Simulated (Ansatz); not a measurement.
## Electronic structure of InAgTe₂ in real space

Input file:

```
crystal:
  lattice:
    - [-3.2877740863, 3.2877740863, 6.5002275389]
    - [3.2877740863, -3.2877740863, 6.5002275389]
    - [3.2877740863, 3.2877740863, -6.5002275389]
  atoms:
    - { symbol: In, position: [0.5, 0.5, 0.0] }
    - { symbol: In, position: [0.25, 0.75, 0.5] }
    - { symbol: Ag, position: [0.0, 0.0, 0.0] }
    - { symbol: Ag, position: [0.75, 0.25, 0.5] }
    - { symbol: Te, position: [0.375, 0.369483621, 0.494483621] }
    - { symbol: Te, position: [0.630516379, 0.125, 1.005516379] }
    - { symbol: Te, position: [0.875, 0.880516379, 0.505516379] }
    - { symbol: Te, position: [0.119483621, 0.625, -0.005516379] }
basis:
  ecutwfc: 420
kpoints:
  mp_grid: { grid: [8, 8, 8] }
hamiltonian:
  xc: pbe
scf:
  occupations: { method: gaussian, width: 0.1 }
output:
  forces: true
  stress: true
  eigenvalues: true
  write_density: true
  write_potential: true
  elf: true
  volumetric_format: npy
relax:
  adjacent_minimum: "off"
  f_tol: 0.005
  max_steps: 80
  cell: { stress_tol: 0.05 }
```

Command:

```sh
ansatz run input.yaml --threads 4 --pin off --max-ram 10240MiB --backend cpu --events-out ev --progress --plain --runs-dir out
```

Below, planes, directions and counts refer to the conventional cell (a = 6.57 Å, b = 6.57 Å, c = 13.00 Å, α = 90.00°, β = 90.00°, γ = 90.00°).

The fields are those of the relaxed geometry.

Space group I-42d.

Level of theory: Ansatz 0.2.0, DFT PBE, scalar-relativistic, plane waves, PAW.

The density is the valence pseudo-density of a PAW calculation; it isn't the true density close to the nuclei.

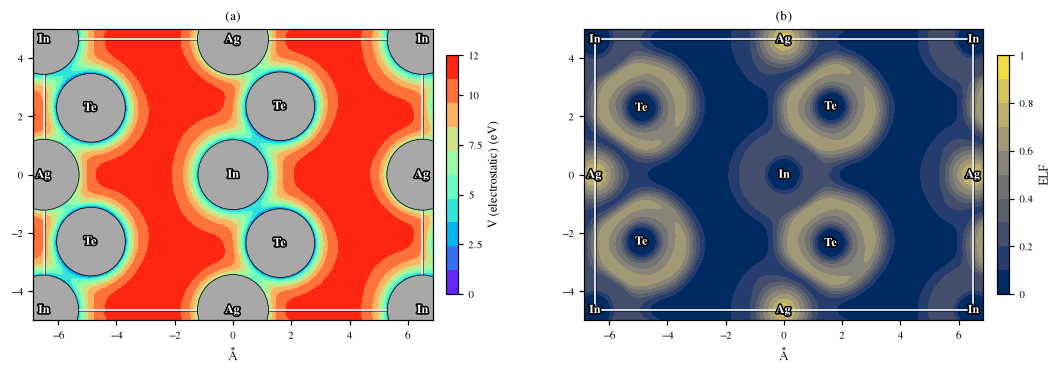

Figure 1. (a) electrostatic potential (local pseudopotential plus Hartree) felt by an electron; (b) ELF on the (11̄0) plane of the conventional cell. Grey discs cover the atomic cores in the potential map.

Q: What does the map show?

A:
- Atoms in the plane: In, Ag and Te.
- Ag–Te (2.81 Å): the ELF is about 0.40 at the midpoint and 0.15 at its lowest between the atoms.
- In–Te (2.86 Å): the ELF peaks at about 0.70 in the valence shell of Te, 1.3 Å from its nucleus, and is about 0.60 at the midpoint.
- The features right at Ag lie inside the PAW spheres, where the map follows smoothed inner orbitals and isn't to be read closely.
- Outside the cores the potential energy rises away from the atoms and is highest about 2.7 Å from the nearest atoms; its zero is arbitrary.

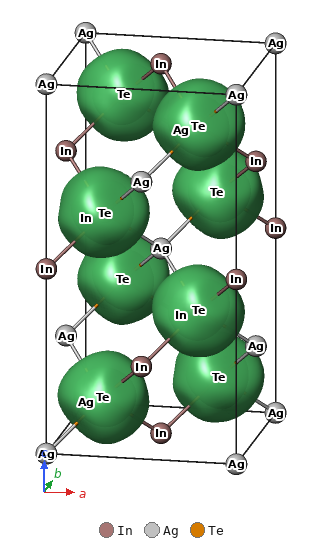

Figure 2. Isosurface of the electron localisation function at 0.55 (green), seen slightly off an axis. Only the valence region is drawn (cores and ρ < 0.01 e/Å³ removed). Sticks mark near contacts.

Q: Identify the bonds, lone pairs and shells in this picture.

A: The ELF exceeds this value in eight regions on Te in which the atom's valence shell and bonds are merged, counted in one cell of 16 atoms. Regions shared between cells count once.

Q: Does the calculation make it a metal, or give it a gap?

A: It is gapless in this calculation (a metal or semimetal).
